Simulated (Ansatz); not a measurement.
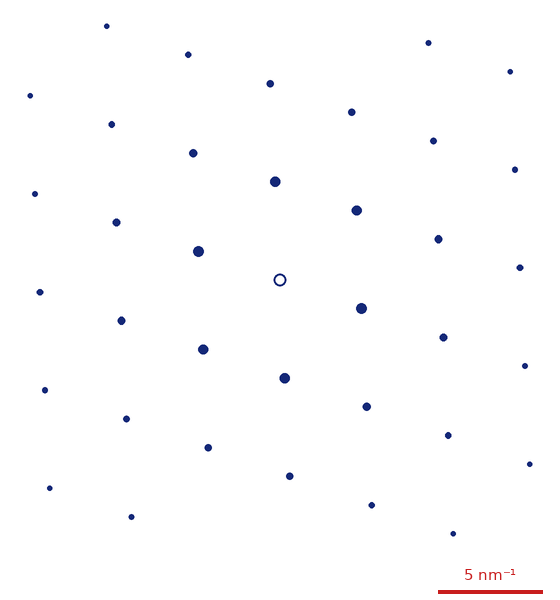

Computed electron diffraction pattern, 80 kV, single scattering only, B = 0.3 Å².

Phase: W, space group R-3m (No. 166), a = 2.99 Å, c = 6.33 Å (hexagonal axes). Structure: the geometry relaxed with DFT, PAW plane waves, r2scan (Ansatz); the starting structure was generated, so it need not be a known form of this composition.

### Measure the pattern against the scale bar and name the zone.

The spots form an oblique net whose two shortest vectors correspond to d = 2.40 Å and 2.11 Å, 67.8° apart. They index as 0 -1 1 and 0 0 3, so the zone axis is ±[100] (or an equivalent direction of <100>).

### List the strongest reflections.

Strongest reflections with d > 0.80 Å, one of each family (|F|² from tabulated Gaussian fits of the electron scattering factors, times a small damping for the curvature of the Ewald sphere):

| hkl | d (Å) | I (strongest = 100) |
| --- | --- | --- |
| 0 1 -1 | 2.397 | 100 |
| 0 0 3 | 2.110 | 81 |
| 0 1 2 | 2.004 | 74 |
| 0 1 -4 | 1.350 | 34 |
| 0 2 1 | 1.268 | 30 |
| 0 2 -2 | 1.198 | 26 |
